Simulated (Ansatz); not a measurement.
# Run report: SnO2, geometry relaxation (part 1 of 3)

SnO2 (slab, 30 atoms in the cell), computed with DFT PBE, scalar-relativistic, plane waves, PAW, no spin polarisation (Ansatz 0.2.0).

The structure derives from an entry of the Crystallography Open Database.

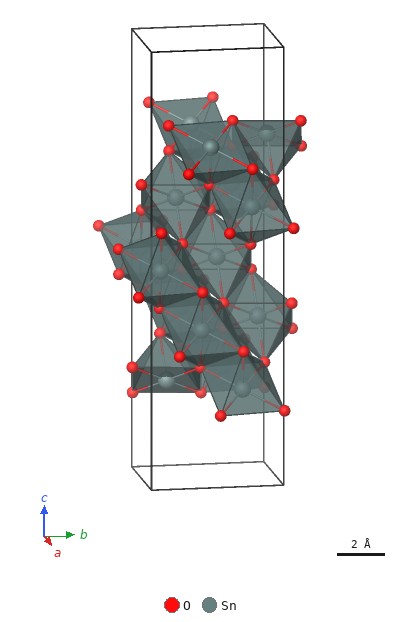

The structure as given in the input (polyhedral view of the cell of the calculation, with the vacuum cut short, seen slightly off an axis; polyhedra are completed across the faces of the cell).

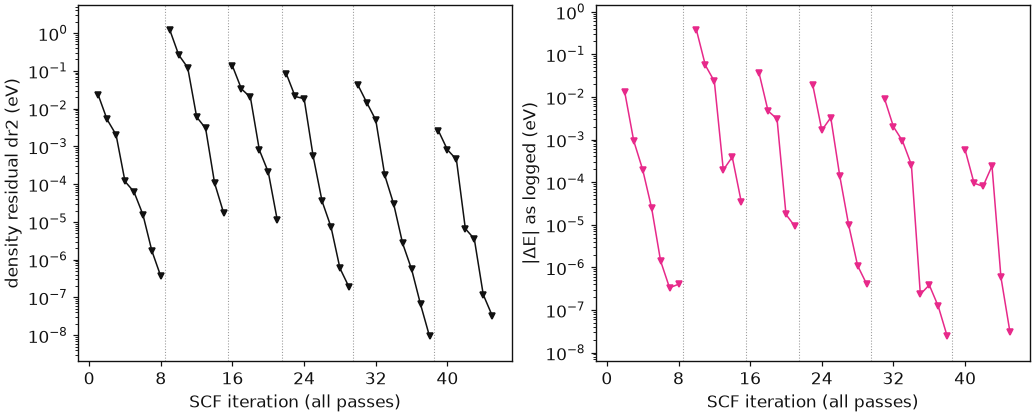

Convergence of the self-consistent field: density residual dr2 and size of the energy change against the SCF iteration. The dotted lines part the SCF passes of the relaxation: geometry steps, rejected trials and re-solves on a re-selected basis. The 6 passes take 6 to 9 iterations each, 45 in all.

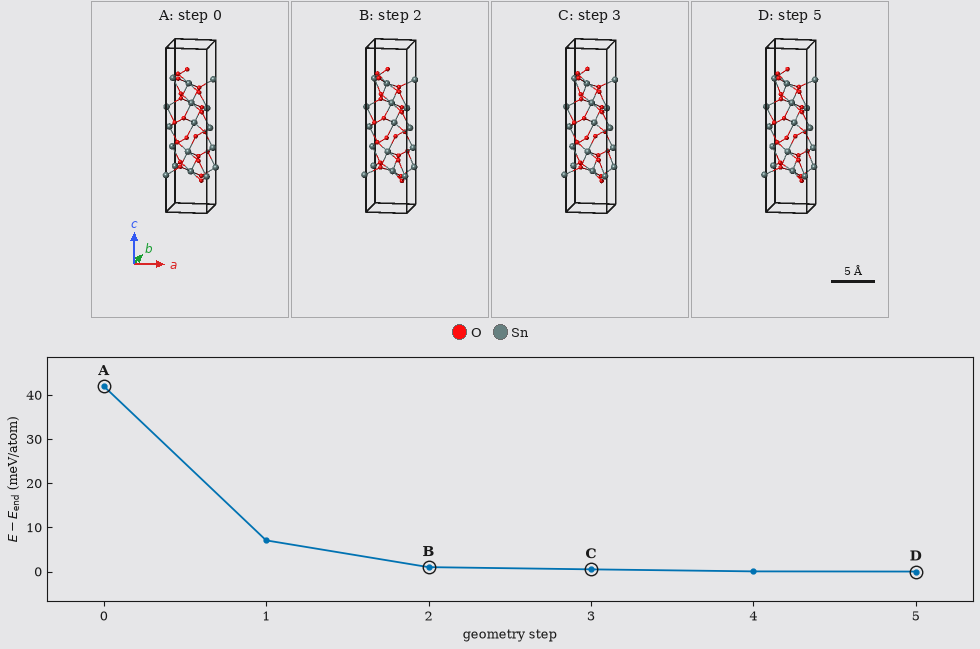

Frames of the relaxation (ball-and-stick view of the cell of the calculation, with the vacuum cut short (origin shifted), seen slightly off an axis) above the curves, on which the letters mark them (the first geometry is step 0 here and step 1 in the log).

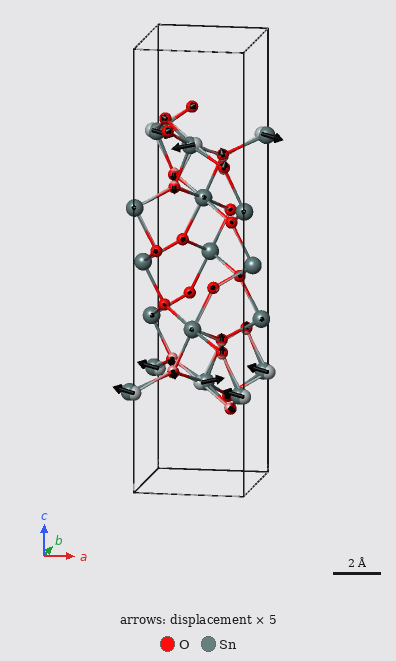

Start (faint) and end (solid) with the displacements as black arrows, magnified 5 times (ball-and-stick view of the cell of the calculation, with the vacuum cut short (origin shifted), seen slightly off an axis). The largest moves, 0.21 Å, are those of Sn3, Sn4, Sn27 and Sn28. Largest moves by element: Sn 0.21 Å, O 0.09 Å. The lattice vectors keep their values. Distances before and after: O25–Sn28 2.093 → 2.189 Å, O1–Sn3 2.089 → 1.996 Å, O25–Sn27 2.089 → 2.166 Å, O1–Sn4 2.093 → 2.041 Å. Among the angles that change: O2–Sn4–O5 180.0° → 167.7°, O1–Sn4–O6 180.0° → 168.9°, O2–Sn4–O8 101.6° → 111.5°. After 5 geometry steps the energy has fallen by 42.0 meV per atom. The largest force component goes from 2.6 to 0.0052 eV/Å. (Atoms are counted from 1 in the order of the input.)

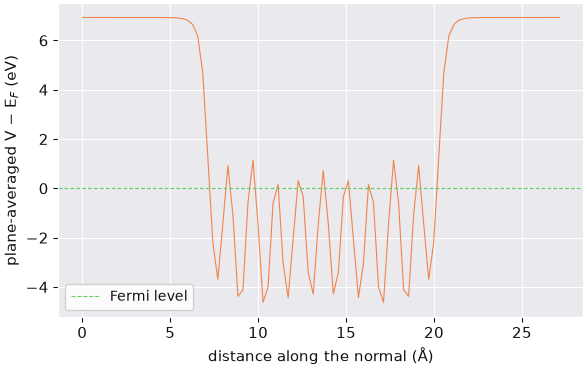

Plane average of the electrostatic potential energy of an electron across the cell, from the Fermi level. The vacuum level lies 6.93 eV above the Fermi level.

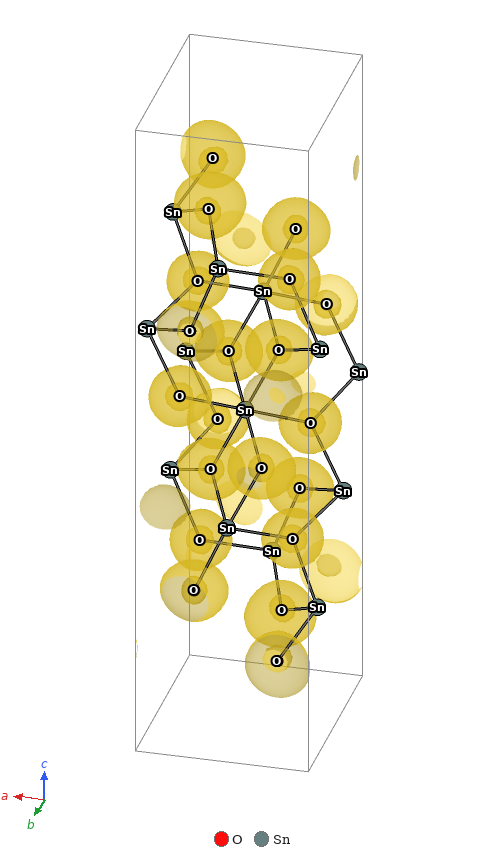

Isosurface of the electron localisation function at 0.7 (yellow), seen at an oblique angle. Only the valence region is drawn (cores and ρ < 0.01 e/Å³ removed). Sticks mark near contacts. Counts are for one cell; the picture repeats the cell along the surface. Profiles from the grid: Sn–O (2.00 Å): the ELF is about 0.30 at the midpoint. Sn–O (2.04 Å): the ELF is about 0.25 at the midpoint. The fields are those of the smooth PAW valence density.

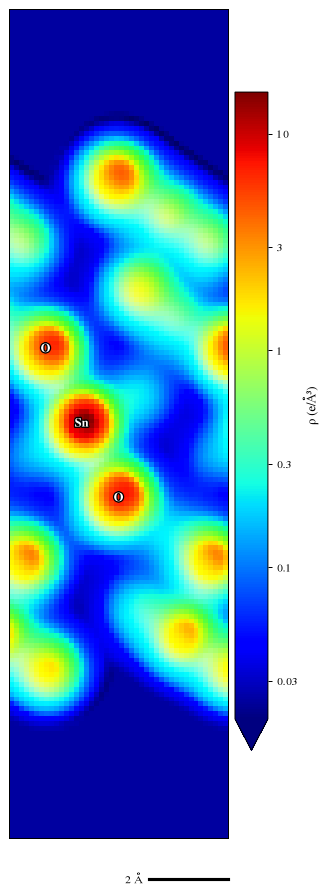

Valence pseudo-density on the (010) plane of the calculation cell, a cut from vacuum to vacuum. The section cuts through O and Sn sites. Sn–O (2.09 Å): ρ is about 0.62 e/Å³ halfway. The density dies away to nearly zero in the vacuum.

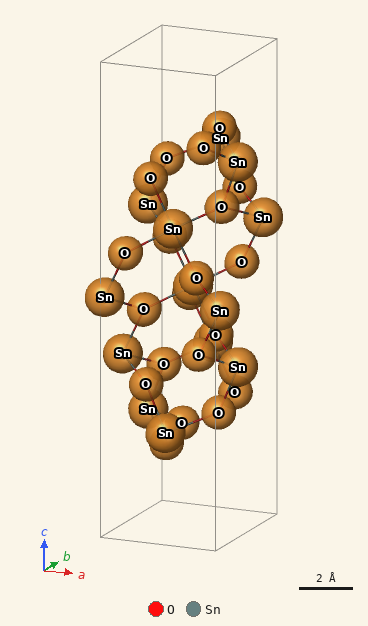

Isosurface of the valence electron density at 1.5 e/Å³ (orange), seen slightly off an axis. Sticks mark near contacts. At this value the density breaks into separate islands; it holds about 60 % of the electrons treated as valence (semicore included). It is pinched off along the Sn–O (2.00 Å), Sn–O (2.04 Å), Sn–O (2.09 Å) and Sn–O (2.13 Å) contacts. On the grid the lowest density along these lines, outside the cores, is 0.78 e/Å³ (Sn–O, 2.00 Å), 0.7 e/Å³ (Sn–O, 2.04 Å), 0.63 e/Å³ (Sn–O, 2.09 Å) and 0.58 e/Å³ (Sn–O, 2.13 Å).

The input that produced these results follows, with the program's output.

Input file
```yaml
crystal:
  lattice:
    - [4.8274195265, 0.0, 0.0]
    - [0.0, 5.8128368071, 0.0]
    - [0.0, 0.0, 27.4052304005]
  atoms:
    - { symbol: O, position: [0.1934557301, 0.9782693674, 0.2736703867] }
    - { symbol: O, position: [0.3065442699, 0.4782693674, 0.2736703867] }
    - { symbol: Sn, position: [0.0, 0.689689834, 0.3037500374] }
    - { symbol: Sn, position: [0.5, 0.189689834, 0.3037500374] }
    - { symbol: O, position: [0.6934557301, 0.9011103007, 0.3338296882] }
    - { symbol: O, position: [0.8065442699, 0.4011103007, 0.3338296882] }
    - { symbol: O, position: [0.1934557301, 0.6679592014, 0.3717953679] }
    - { symbol: O, position: [0.3065442699, 0.1679592014, 0.3717953679] }
    - { symbol: Sn, position: [0.0, 0.379379668, 0.4018750187] }
    - { symbol: Sn, position: [0.5, 0.879379668, 0.4018750187] }
    - { symbol: O, position: [0.6934557301, 0.5908001347, 0.4319546695] }
    - { symbol: O, position: [0.8065442699, 0.0908001347, 0.4319546695] }
    - { symbol: O, position: [0.1934557301, 0.3576490354, 0.4699203492] }
    - { symbol: O, position: [0.3065442699, 0.8576490354, 0.4699203492] }
    - { symbol: Sn, position: [0.0, 0.0690695021, 0.5] }
    - { symbol: Sn, position: [0.5, 0.5690695021, 0.5] }
    - { symbol: O, position: [0.6934557301, 0.2804899687, 0.5300796508] }
    - { symbol: O, position: [0.8065442699, 0.7804899687, 0.5300796508] }
    - { symbol: O, position: [0.1934557301, 0.0473388694, 0.5680453305] }
    - { symbol: O, position: [0.3065442699, 0.5473388694, 0.5680453305] }
    - { symbol: Sn, position: [0.0, 0.7587593361, 0.5981249813] }
    - { symbol: Sn, position: [0.5, 0.2587593361, 0.5981249813] }
    - { symbol: O, position: [0.6934557301, 0.9701798027, 0.6282046321] }
    - { symbol: O, position: [0.8065442699, 0.4701798027, 0.6282046321] }
    - { symbol: O, position: [0.1934557301, 0.7370287035, 0.6661703118] }
    - { symbol: O, position: [0.3065442699, 0.2370287035, 0.6661703118] }
    - { symbol: Sn, position: [0.0, 0.4484491701, 0.6962499626] }
    - { symbol: Sn, position: [0.5, 0.9484491701, 0.6962499626] }
    - { symbol: O, position: [0.6934557301, 0.6598696368, 0.7263296133] }
    - { symbol: O, position: [0.8065442699, 0.1598696368, 0.7263296133] }
basis:
  ecutwfc: 420
kpoints:
  mp_grid: { grid: [6, 5, 1] }
hamiltonian:
  xc: pbe
scf:
  occupations: { method: gaussian, width: 0.05 }
output:
  forces: true
  eigenvalues: true
  write_density: true
  write_potential: true
  elf: true
  volumetric_format: npy
relax:
  adjacent_minimum: "off"
  f_tol: 0.02
  max_steps: 60
efield:
  axis: 3
  dipole_correction: true
```

Launch command:
```bash
ansatz run input.yaml --threads 4 --pin off --max-ram 10240MiB --backend cpu --events-out ev --progress --plain --runs-dir out
```

What the program printed
```
Engine: ansatz 0.2.0, x86_64-unknown-linux-gnu
Pseudopotentials: kind: paw
Pseudopotential: O, paw, valence charge 6, recommended cutoff 420 eV (normal), O.paw.azcp
Pseudopotential: Sn, paw, valence charge 14, recommended cutoff 420 eV (normal), Sn.paw.azcp
Functional definition: PBE
  parameter kappa = 0.804
  parameter beta = 0.06672455060314922
  exchange = pbe_x(kappa = kappa, mu = beta*pi^2/3)
  correlation = pbe_c(beta = beta)
Crystal: 30 atoms, lattice volume = 769.018 Å³
Basis set: ecut = 420 eV, 15045 PW (Γ), exchange–correlation on 72×80×384 points (8 copies of the dense FFT grid, shifted against one another)
Bands: 160, of which v1, the nominal top of the filled ones, is band 130 counted from 1 (129 counted from 0)
Symmetry: 2 space group operations
k-points: 12 of 30 (time reversal used)
Non-local potential: O, projectors of the file, l = 0: 2, l = 1: 2, l = 2: 1
Non-local potential: Sn, projectors of the file, l = 0: 2, l = 1: 2, l = 2: 2, l = 3: 2
PAW form: soft (Blöchl's): semilocal exchange-correlation on the pseudo side does not see the compensation charge
PAW one-centre angular grid: O, 110 points (default); XC on 64 Gauss nodes
PAW one-centre angular grid: Sn, 590 points (default); XC on 64 Gauss nodes
Initial density: superposition of atomic densities (neutral atoms: chi_scale 0, normalization atom), corrected by the library's trained network
Initial wavefunctions: pseudopotential atomic-orbital guess
Functional: x = pbe(κ = 0.804, μ = 0.2195149727645171), c = pbe(β = 0.06672455060314922)
SCF iter   1: F=—  HF=-71583.734450 eV  |F-HF|=—  |Δ(HF+E_count)|=         —  Δρ=2.70e-3  dr2=2.33e-2  ethr=1.77e-3  p=0.000 e·Å  D=3.91e-12 V/Å  ΔV_dip=-0.00 eV  dr2_dipole=4.65e-9  V_vac-E_F(+/−)=6.67/6.67 eV  ⟨swp⟩=6.8  Hψ=7993  notcnv=0  defer=178
efield: sawtooth ramp at fractional position 0.9500 (placed from the atoms, in the widest stretch of the axis that holds none; the zero of the levels goes with the place), width 0.1000; the density the first Hamiltonian is built on has a dipole p = 0.000 e·Å; the dipole correction subtracts the counter field D = 3.91e-12 V/Å, which shifts the + side's vacuum level by -0.00 eV against the − side's; the planar-averaged density in the ramp window peaks in size at 3.2e-5 e/Å³
preconditioner: auto → Resta (q_TF=auto, 2.277 Å⁻¹)  ε∞=2.4  [insulator: Δε(μ)=0.287 eV  Ē_g=18.288 eV  σ=0.050 eV  W_gap=1.00  n_scr=152 (ndim 8)  ℏωp=21.6 eV  f_vac=0.478  D(μ)=0.00/eV (n_scr^D=0)  ε∞_Penn≈2.4  vacuum switching on, ρ_ref=2.4e-2 e/Å³]
SCF iter   2: F=—  HF=-71583.747371 eV  |F-HF|=—  |Δ(HF+E_count)|=   1.29e-2  Δρ=1.24e-3  dr2=5.15e-3  ethr=8.98e-6  p=-0.000 e·Å  D=-1.04e-5 V/Å  ΔV_dip=0.00 eV  dr2_dipole=1.90e-8  V_vac-E_F(+/−)=6.68/6.68 eV  ⟨swp⟩=2.9  Hψ=3918  notcnv=0  defer=248
SCF iter   3: F=—  HF=-71583.748301 eV  |F-HF|=—  |Δ(HF+E_count)|=   9.30e-4  Δρ=5.88e-4  dr2=2.04e-3  ethr=1.98e-6  p=0.000 e·Å  D=2.35e-5 V/Å  ΔV_dip=-0.00 eV  dr2_dipole=1.12e-7  V_vac-E_F(+/−)=6.68/6.68 eV  ⟨swp⟩=2.8  Hψ=3568  notcnv=0  defer=248
SCF iter   4: F=—  HF=-71583.748105 eV  |F-HF|=—  |Δ(HF+E_count)|=   1.96e-4  Δρ=1.34e-4  dr2=1.18e-4  ethr=7.85e-7  p=-0.000 e·Å  D=-1.90e-5 V/Å  ΔV_dip=0.00 eV  dr2_dipole=8.63e-8  V_vac-E_F(+/−)=6.69/6.69 eV  ⟨swp⟩=2.0  Hψ=2524  notcnv=0  defer=248
SCF iter   5: F=—  HF=-71583.748130 eV  |F-HF|=—  |Δ(HF+E_count)|=   2.46e-5  Δρ=8.94e-5  dr2=6.27e-5  ethr=4.53e-8  p=0.000 e·Å  D=2.85e-5 V/Å  ΔV_dip=-0.00 eV  dr2_dipole=1.90e-7  V_vac-E_F(+/−)=6.69/6.69 eV  ⟨swp⟩=3.1  Hψ=3569  notcnv=0  defer=248
SCF iter   6: F=—  HF=-71583.748131 eV  |F-HF|=—  |Δ(HF+E_count)|=   1.41e-6  Δρ=4.61e-5  dr2=1.56e-5  ethr=2.41e-8  p=-0.000 e·Å  D=-2.10e-5 V/Å  ΔV_dip=0.00 eV  dr2_dipole=1.03e-7  V_vac-E_F(+/−)=6.69/6.69 eV  ⟨swp⟩=2.0  Hψ=2396  notcnv=0  defer=248
iter 7 did not close the SCF: its close was put off until two iterations running show no level that it waits for move by more than its bar (scf_convergence_deferred on its scf_iter line)
SCF iter   7: F=-71583.748131 eV  HF=-71583.748131 eV  |F-HF|=3.76e-8  |Δ(HF+E_count)|=   3.31e-7  Δρ=1.52e-5  dr2=1.71e-6  ethr=3.85e-9  p=0.000 e·Å  D=6.76e-6 V/Å  ΔV_dip=-0.00 eV  dr2_dipole=1.03e-8  V_vac-E_F(+/−)=6.69/6.69 eV  ⟨swp⟩=26.8  Hψ=23084  notcnv=0
SCF iter   8: F=-71583.748131 eV  HF=-71583.748131 eV  |F-HF|=8.67e-8  |Δ(HF+E_count)|=   4.01e-7  Δρ=7.65e-6  dr2=3.59e-7  ethr=6.57e-10  p=-0.000 e·Å  D=-6.04e-6 V/Å  ΔV_dip=0.00 eV  dr2_dipole=8.43e-9  V_vac-E_F(+/−)=6.69/6.69 eV  ⟨swp⟩=10.7  Hψ=15365  notcnv=0
SCF 1 converged in 8 iterations: F = -71583.748131 eV  dr2 = 3.59e-7
  greatest PAW one-centre occupation: 0.996 electrons in one spin orbital (limit 2), on the Sn atom at site 15 (counted from 0), in its partial waves of l = 2
relax step   1: F+E_penalty+E_count = -71583.74813119 eV  Δ(F+E_penalty+E_count) = +0.000e0 eV  max|allowed force component| = 2.597e0 eV/Å  Δτ_max = 0.0000 Å  (8 SCF iters, dr2 threshold 1.00e-5 eV, accepted)
Initial density: handed on by an earlier stage of this run
Initial wavefunctions: those handed on with the density
iter 1 solved again at ethr=4.66e-4 eV; its pass at ethr=3.10e-3 eV (dr2=1.21e0 eV) is discarded
SCF iter   1: F=—  HF=-71585.247860 eV  |F-HF|=—  |Δ(HF+E_count)|=         —  Δρ=1.46e-2  dr2=1.21e0  ethr=4.66e-4  p=-0.000 e·Å  D=-6.04e-6 V/Å  ΔV_dip=0.00 eV  dr2_dipole=8.43e-9  V_vac-E_F(+/−)=6.69/6.69 eV  ⟨swp⟩=1.2  Hψ=7360  notcnv=0  defer=297
efield: sawtooth ramp at fractional position 0.9500 (handed on by an earlier solve), width 0.1000; the density the first Hamiltonian is built on has a dipole p = -0.000 e·Å; the dipole correction subtracts the counter field D = -6.04e-6 V/Å, which shifts the + side's vacuum level by +0.00 eV against the − side's; the planar-averaged density in the ramp window peaks in size at 8.9e-7 e/Å³
preconditioner: auto → Resta (q_TF=auto, 2.277 Å⁻¹)  ε∞=2.4  [insulator: Δε(μ)=0.567 eV  Ē_g=18.324 eV  σ=0.050 eV  W_gap=1.00  n_scr=152 (ndim 8)  ℏωp=21.6 eV  f_vac=0.484  D(μ)=0.00/eV (n_scr^D=0)  ε∞_Penn≈2.4  vacuum switching on, ρ_ref=2.4e-2 e/Å³]
SCF iter   2: F=—  HF=-71584.874709 eV  |F-HF|=—  |Δ(HF+E_count)|=   3.73e-1  Δρ=7.28e-3  dr2=2.63e-1  ethr=4.65e-4  p=0.000 e·Å  D=6.75e-6 V/Å  ΔV_dip=-0.00 eV  dr2_dipole=3.06e-9  V_vac-E_F(+/−)=6.93/6.94 eV  ⟨swp⟩=2.0  Hψ=2340  notcnv=0  defer=297
SCF iter   3: F=—  HF=-71584.819607 eV  |F-HF|=—  |Δ(HF+E_count)|=   5.51e-2  Δρ=4.01e-3  dr2=1.22e-1  ethr=1.01e-4  p=-0.000 e·Å  D=-1.81e-5 V/Å  ΔV_dip=0.00 eV  dr2_dipole=5.56e-8  V_vac-E_F(+/−)=7.03/7.03 eV  ⟨swp⟩=2.0  Hψ=2733  notcnv=0  defer=300
SCF iter   4: F=—  HF=-71584.796306 eV  |F-HF|=—  |Δ(HF+E_count)|=   2.33e-2  Δρ=9.89e-4  dr2=6.01e-3  ethr=4.68e-5  p=0.000 e·Å  D=6.67e-6 V/Å  ΔV_dip=-0.00 eV  dr2_dipole=4.25e-9  V_vac-E_F(+/−)=7.06/7.06 eV  ⟨swp⟩=2.0  Hψ=2560  notcnv=0  defer=300
SCF iter   5: F=—  HF=-71584.796499 eV  |F-HF|=—  |Δ(HF+E_count)|=   1.93e-4  Δρ=5.56e-4  dr2=3.00e-3  ethr=2.31e-6  p=-0.000 e·Å  D=-4.47e-6 V/Å  ΔV_dip=0.00 eV  dr2_dipole=6.00e-9  V_vac-E_F(+/−)=7.06/7.06 eV  ⟨swp⟩=2.0  Hψ=2887  notcnv=0  defer=300
SCF iter   6: F=—  HF=-71584.796110 eV  |F-HF|=—  |Δ(HF+E_count)|=   3.89e-4  Δρ=1.37e-4  dr2=1.07e-4  ethr=1.15e-6  p=0.000 e·Å  D=2.59e-6 V/Å  ΔV_dip=-0.00 eV  dr2_dipole=9.69e-11  V_vac-E_F(+/−)=7.05/7.05 eV  ⟨swp⟩=2.1  Hψ=2404  notcnv=0  defer=297
SCF iter   7: F=-71584.796148 eV  HF=-71584.796144 eV  |F-HF|=3.93e-6  |Δ(HF+E_count)|=   3.48e-5  Δρ=5.83e-5  dr2=1.76e-5  ethr=3.85e-8  p=0.000 e·Å  D=1.53e-6 V/Å  ΔV_dip=-0.00 eV  dr2_dipole=1.29e-11  V_vac-E_F(+/−)=7.05/7.05 eV  ⟨swp⟩=26.4  Hψ=23158  notcnv=0
SCF 2 converged in 7 iterations: F = -71584.796148 eV  dr2 = 1.76e-5
[... from here on the iterations of each SCF are left out, up to the last one ...]
```
